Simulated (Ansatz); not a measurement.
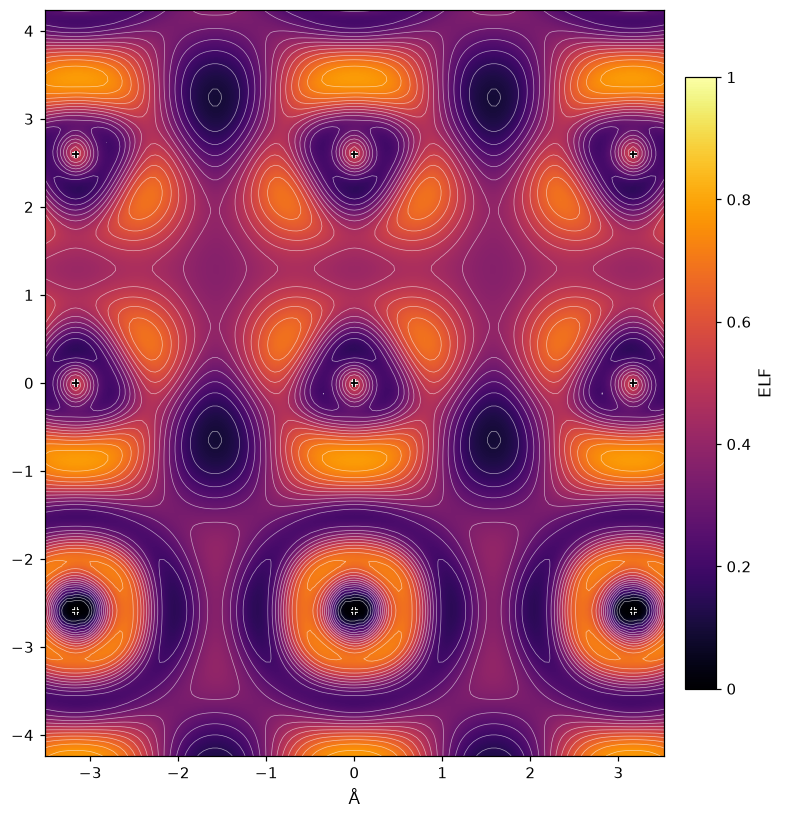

The electron localisation function on a plane through atoms (crosses mark nuclei in the plane).

Method: DFT, LDA, PAW with Ansatz's default frozen-core files, scalar-relativistic in Ansatz.

Candidates:
A. Si2W, a = 3.17 Å, b = 3.17 Å, c = 7.77 Å, α = 90.00°, β = 90.00°, γ = 90.00°. Space group I4/mmm; computed pressure about 2 GPa in this cell.
B. C, a = 2.60 Å, b = 2.60 Å, c = 3.57 Å, α = 90.00°, β = 90.00°, γ = 90.00°. Space group I4₁/amd; changed on purpose from its base cell (equal xx and yy strain of +3 %, PAW files); computed pressure about −35 GPa in this cell.

Question: Which candidate gave the map?

Answer: Candidate A: Si2W on the (100) plane of the conventional cell, which holds Si and W. Si–W (2.59 Å): the ELF peaks at about 0.80 in the valence shell of Si, 0.9 Å from its nucleus, and is about 0.40 at the midpoint.
